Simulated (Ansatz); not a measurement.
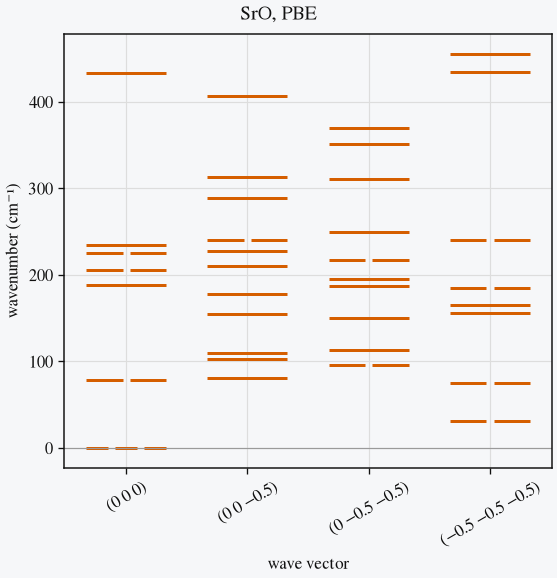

The picture above shows the phonon frequencies at several wave vectors (in fractions of the reciprocal vectors of the given cell) for SrO, space group R3m (No. 160) (cell built by us, not taken from a database). Imaginary frequencies are drawn as negative.

Starting cell:
```
CELL_PARAMETERS angstrom
1.79606 1.03695 6.25094
-1.79606 1.03695 6.25094
0.00000 -2.07391 6.25094
ATOMIC_POSITIONS crystal
Sr 0.12447 0.12447 0.12447
Sr 0.95529 0.95529 0.95529
O 0.54047 0.54047 0.54047
O 0.37162 0.37162 0.37162
```

Method: harmonic phonon frequencies at the irreducible points of a q mesh with atoms at rest in the given cell, q in fractions of the reciprocal cell vectors, no long-range term at q = 0, imaginary frequencies are negative, the first points where there are many; plane waves with PAW datasets (Ansatz 0.2.0). Level: PBE, no spin polarisation.

```tsv
setting	value
wave cutoff	420 eV
k mesh	6×6×6
occupations	fixed
pressure	0 GPa
phonon method	linear response
q mesh	2×2×2
```

Q: Are there unstable modes?

A: No frequency is imaginary, so the structure is stable to these displacements at the wave vectors computed.

Q: What is the highest frequency?

A: The highest mode among the wave vectors computed lies at 455.0 cm⁻¹, at (−0.5 −0.5 −0.5) (at the zone centre itself the field of polar modes is left out).
